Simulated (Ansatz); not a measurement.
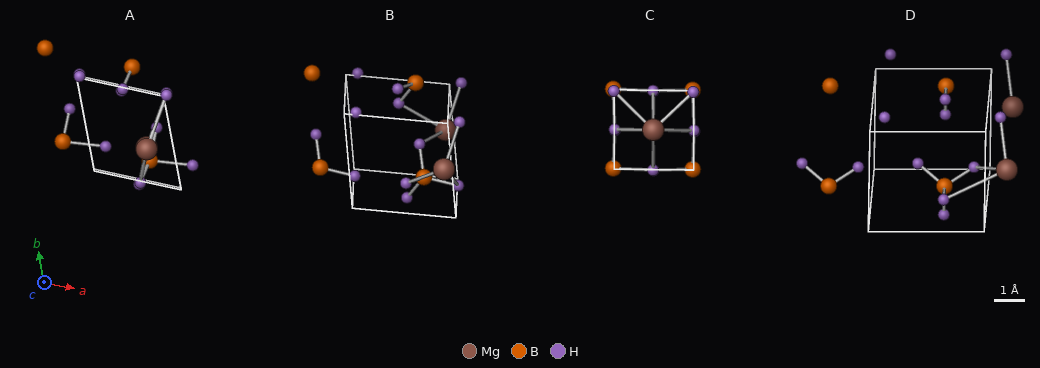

4 geometries from one relaxation of a crystal of MgBH₅ (built on the MgPPd5-123 type type), in shuffled order. Style: ball-and-stick. Shown: the cell of the calculation, along the c axis.

Case: shaken.

Method: Ansatz, DFT, PBEsol, plane waves, PAW. Set-up: plane-wave cutoff 420 eV; k-point mesh 6 × 6 × 4; occupations fermi dirac; smearing width 0.05 eV; no spin polarisation; cell and atoms relaxed; force threshold 0.01 eV/Å; at most 120 steps.

Q: Put them in the order of the run, from the start to the converged end.

A: C, A, B, D. They are steps 0, 15, 29, 71, at +4.689 eV per cell of the calculation, +2.012 eV per cell of the calculation, +0.760 eV per cell of the calculation relative to the last. The atom that moves furthest relative to the cell is the Mg atom (2.83 Å roughly along [3 1 0]). Largest moves by element: Mg 2.83 Å, H 2.76 Å, B 1.49 Å. Cell: a 2.731 → 3.982 Å (+45.8 %), b 2.725 → 3.610 Å (+32.5 %), c 5.458 → 5.316 Å (−2.6 %), α 90.2° → 131.4°, β 89.3° → 92.9°, γ 90.7° → 88.9°. Volume +40.9 %. Among the contacts that change: H–Mg 2.279 → 8.091 Å, H–Mg 5.447 → 2.144 Å, H–Mg 2.313 → 5.413 Å, H–Mg 2.315 → 5.053 Å. Bonds break, among them: H–Mg (1.90 → 4.58 Å), H–Mg (1.94 → 4.64 Å). Among the angles between lasting bonds that change: Mg–H–Mg 89.4° → 157.5°, H–Mg–H 89.4° → 157.5°. The space group stays P1 (No. 1). After 65 accepted moves (71 points after the start) the energy has fallen by 4.689 eV per cell of the calculation. Largest force component: 0.31 eV/Å at the start, 0.0019 eV/Å at the end. The pressure goes from 1.07 to 0.00 GPa. The line search rejected the trial steps at points 26, 32, 56 of the run. At 3 points the geometry stayed and the basis and grid were re-selected for the new cell (energy shift of 0.417 eV per cell of the calculation at most each time). Cost: 98 s on 4 threads of Arm Neoverse V1, with other jobs on the host, peak memory 0.44 GiB.
